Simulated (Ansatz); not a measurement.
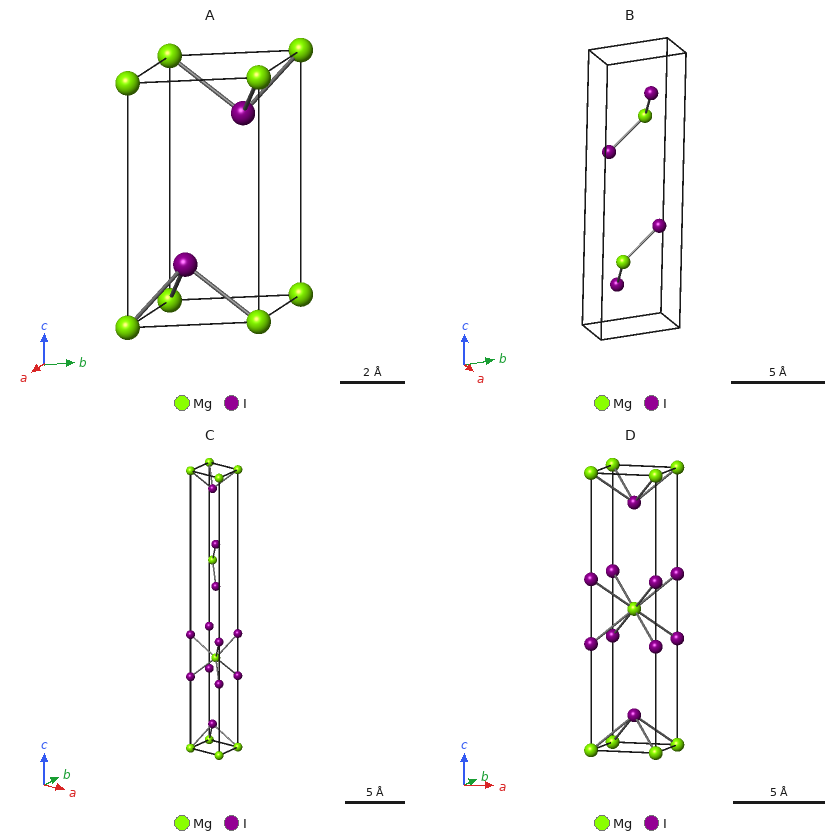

Four structures of MgI$_{2}$, each relaxed to rest (conventional cells in solid outline, small ones repeated, each panel with its own scale). Method: Ansatz 0.2.0, DFT PBE, scalar-relativistic, plane waves, PAW, without spin polarisation.

Question: Give the type and space group of each panel.

Answer: A: cadmium iodide (CdI₂, 1T) type, P-3m1; B: 6 atoms a cell on a primitive triclinic lattice, P-1; C: 9 atoms a cell on a rhombohedral (trigonal R) lattice, R3m; D: 6 atoms a cell on a body-centred tetragonal lattice, I4/mmm.

Question: Rank them by energy, lowest first.

Answer: A, then B (+40 meV/atom), C (+158 meV/atom) and D (+453 meV/atom), energies at zero smearing.

Question: Collect the results in a table.

Answer:
| panel | structure | E − E(lowest) (meV/atom) | volume (Å³/atom) | gap (eV) |
| --- | --- | --- | --- | --- |
| A | P-3m1 | 0 | 40.2 | 3.63 |
| B | P-1 | 40 | 49.6 | 3.32 |
| C | R3m | 158 | 39.4 | 2.80 |
| D | I4/mmm | 453 | 37.1 | 0.36 |

Some of these may be structure types tried for this composition rather than known phases, and the most stable form need not be among them. Gaps are taken on the k-mesh or band path of each run.
